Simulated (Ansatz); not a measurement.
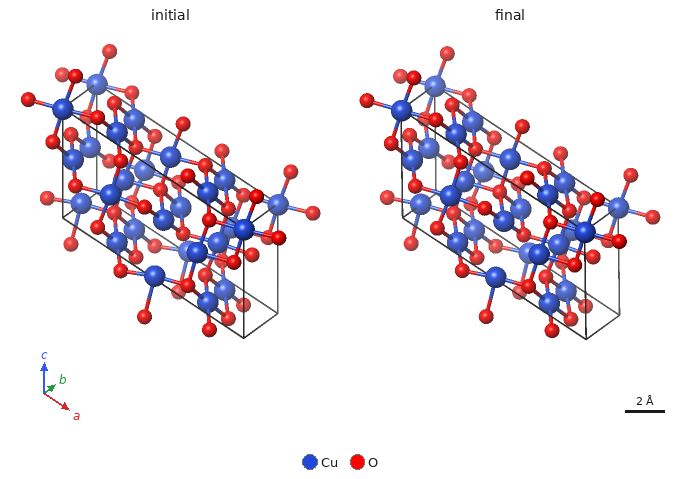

The structure of crystalline Cu₈O₇ (set up in Cm) before (left) and after (right) a relaxation, at one scale.

The picture is a ball-and-stick view of the conventional cell (2 times the calculation's cell), seen slightly off an axis. Lengths and directions refer to the drawn axes.

Method: DFT r2SCAN, scalar-relativistic, plane waves, PAW in Ansatz 0.2.0. Settings: plane-wave cutoff 500 eV; k-point mesh 8 × 8 × 8; occupations gaussian; smearing width 0.1 eV; collinear spin; cell and atoms relaxed; force threshold 0.005 eV/Å; at most 80 steps.

Describe what moved and what it gained.

The run was cut off at its time limit before the relaxation converged, so the last structure is only a point on the way. The atom that moves furthest relative to the cell is an O atom (0.045 Å along [−1 0 −2]). By element the largest moves are O 0.045 Å, Cu 0.044 Å. The volume changes by −2.8 %, with a 11.487 → 11.629 Å (+1.2 %), b 5.884 → 5.771 Å (−1.9 %), c 5.900 → 5.819 Å (−1.4 %), β 120.1° → 120.8°. Near-neighbour distances that change, for instance: Cu–O 2.304 → 2.212 Å, Cu–O 2.042 → 1.998 Å, Cu–O 1.889 → 1.849 Å, Cu–O 1.913 → 1.884 Å. Among the angles between lasting bonds that change: O–Cu–O 172.6° → 176.0°, Cu–O–Cu 112.5° → 115.9°, O–Cu–O 80.3° → 83.3°. The space group stays Cm (No. 8). After 5 geometry steps the energy has fallen by 0.121 eV per cell of the calculation. Largest force component: 0.39 eV/Å at the start, 0.0078 eV/Å at the end. The pressure goes from −4.03 to 0.00 GPa. Cost: 37 min on 4 threads of Oxide Virtual Turin-like Processor (Zen 5) (shared host), peak memory 5.1 GiB.
